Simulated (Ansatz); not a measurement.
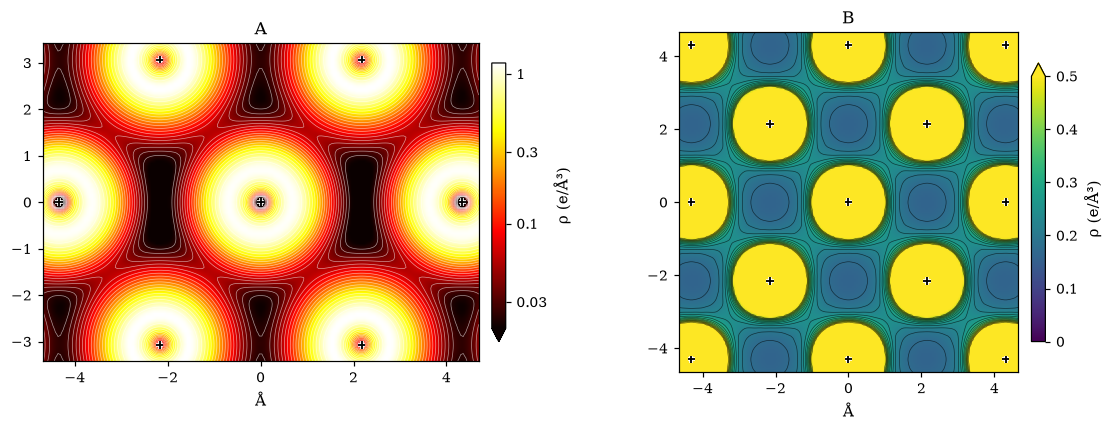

The valence pseudo-density of 2 systems, each on a plane through atoms (crosses mark nuclei in the plane).

These are results of DFT PBE, scalar-relativistic, plane waves, PAW (Ansatz), not measurements.

System 1: CsBr, the (011) plane of the conventional cell. Space group Pm-3m; changed on purpose from its base cell (volume × 0.97).

```
Cs Br
1.0
     4.34497    0.00000    0.00000
     0.00000    4.34497    0.00000
     0.00000    0.00000    4.34497
Cs Br
1 1
Direct
  0.00000 0.00000 0.00000
  0.50000 0.50000 0.50000
```

System 2: Ta, the (010) plane of the conventional cell. Space group Fm-3m; changed on purpose from its base cell (volume × 1.06); computed pressure about −10 GPa in this cell; computed without spin polarisation.

### Match each panel to its system.

Panel A is system 1, CsBr: the plane holds Cs and Br. Cs–Br (3.76 Å): ρ is about 0.06 e/Å³ halfway. Panel B is system 2, Ta: the plane holds Ta. Ta–Ta (3.04 Å): ρ is about 0.25 e/Å³ halfway.
